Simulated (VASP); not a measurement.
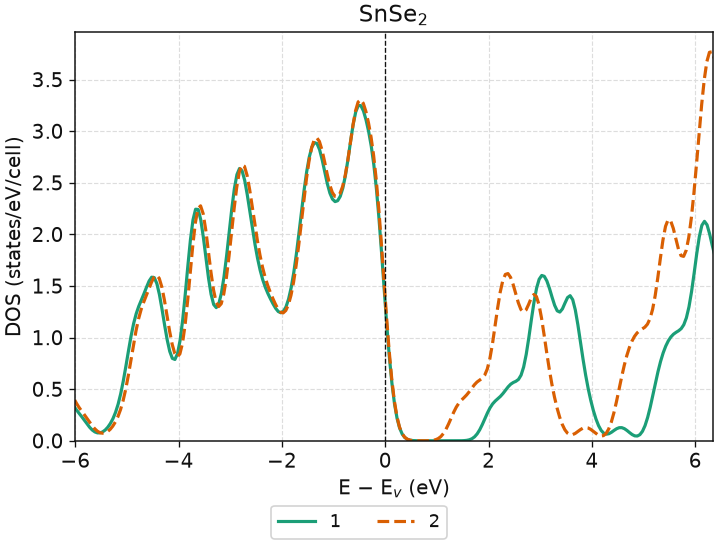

Total densities of states of SnSe2, space group P-3m1, 3 atoms in the cell, 1T (CdI2) bulk type, by two methods on the same cell. The curves are built from the levels of the k mesh with Gaussians 0.4 eV wide, which also blur the band edges. Each is counted from its own valence-band top.

Question: Which curve is which? The methods: HSE06 (VASP), PBE0 (VASP).

Answer: 1 is PBE0 (VASP); 2 is HSE06 (VASP). PBE0 (VASP) gives a gap of 2.00 eV and HSE06 (VASP) gives a gap of 1.34 eV.

Settings. PBE0 (VASP): DFT, PBE0, plane waves, PAW, 6×6×4 k mesh, 520 eV cutoff (VASP). HSE06 (VASP): DFT, HSE06, plane waves, PAW, 6×6×4 k mesh, 520 eV cutoff (VASP 6.6.1).
